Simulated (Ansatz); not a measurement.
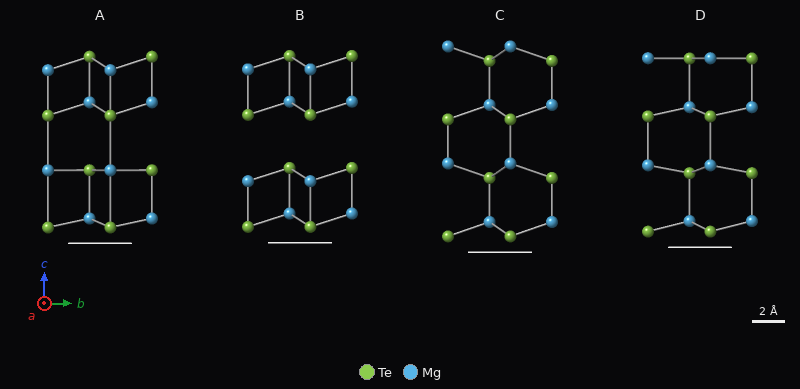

4 geometries from one relaxation of a slab of composition MgTe (cut from the P6_3mc phase), in shuffled order. Style: ball-and-stick. Shown: the cell of the calculation, outlined in the plane, without the vacuum, along the a axis.

Case: (0 0 1) slab, atoms relaxed. The slab is the (0 0 1) face of MgTe.

The calculation used Ansatz 0.2.0, DFT PBEsol, scalar-relativistic, plane waves, PAW. (plane-wave cutoff 420 eV; k-point mesh 6 × 6 × 1; occupations gaussian; smearing width 0.05 eV; no spin polarisation; dipole correction; atoms relaxed in a fixed cell; force threshold 0.02 eV/Å; at most 60 steps)

### Put them in the order of the run, from the start to the converged end.

C, D, A, B. They are steps 0, 4, 8, 13, at +1.553 eV per cell of the calculation, +1.166 eV per cell of the calculation, +0.501 eV per cell of the calculation relative to the last. Over 13 geometry steps the energy falls by 1.553 eV per cell of the calculation. The largest force component goes from 0.61 to 0.012 eV/Å. The largest move relative to the layer's centre is that of a Mg atom, 1.45 Å along the normal (−c). By element the largest moves are Mg 1.45 Å, Te 0.63 Å. The cell doesn't change. Near-neighbour distances that change, for instance: Mg–Te 4.620 → 2.888 Å, Mg–Te 2.793 → 4.195 Å, Mg–Te 2.793 → 2.896 Å, Mg–Te 2.787 → 2.764 Å. New bonds form: Mg–Te (4.62 → 2.89 Å), Mg–Te (4.62 → 2.90 Å). Bonds break: Mg–Te (2.79 → 4.20 Å). Bond angles that change, for instance: Mg–Te–Mg 109.1° → 72.1°.
